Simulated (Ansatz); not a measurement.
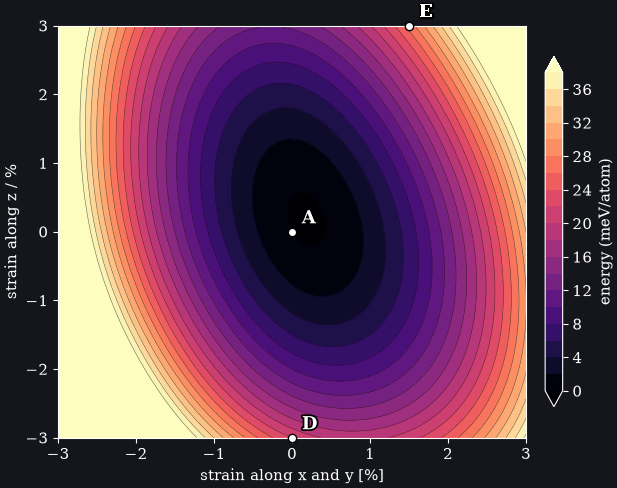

ZrC (Fm-3m, No. 225; 2 atoms in the cell). 
- The cell is strained homogeneously, by one strain along x and y and another along z, with fractional coordinates fixed (x, y and z along the cube axes).
- Coordinates scanned: (1) strain along x and y; (2) strain along z.
- The grid has 5 × 5 points.
- Energies are in meV/atom, from the lowest grid point.
- The reference cell is the one listed in the database, not relaxed at this level.
- All numbers below come from DFT PBE, scalar-relativistic, plane waves, PAW in Ansatz. Settings: cutoff 420 eV, k-mesh 18×18×18, gaussian smearing 0.15 eV, no spin polarisation.

Drawn: filled contours, one colour for all values above the top of the scale, lettered points. Between grid points the surface is interpolated.

Is E the lowest point of the computed grid?

Answer. No. E lies 26.8 meV/atom above the lowest grid point, which is at strain along x and y = 0.0 %, strain along z = 0.0 %.

Rank the lettered points by energy, lowest first.

Answer. A (0.0 meV/atom), D (21.9 meV/atom), E (26.8 meV/atom).
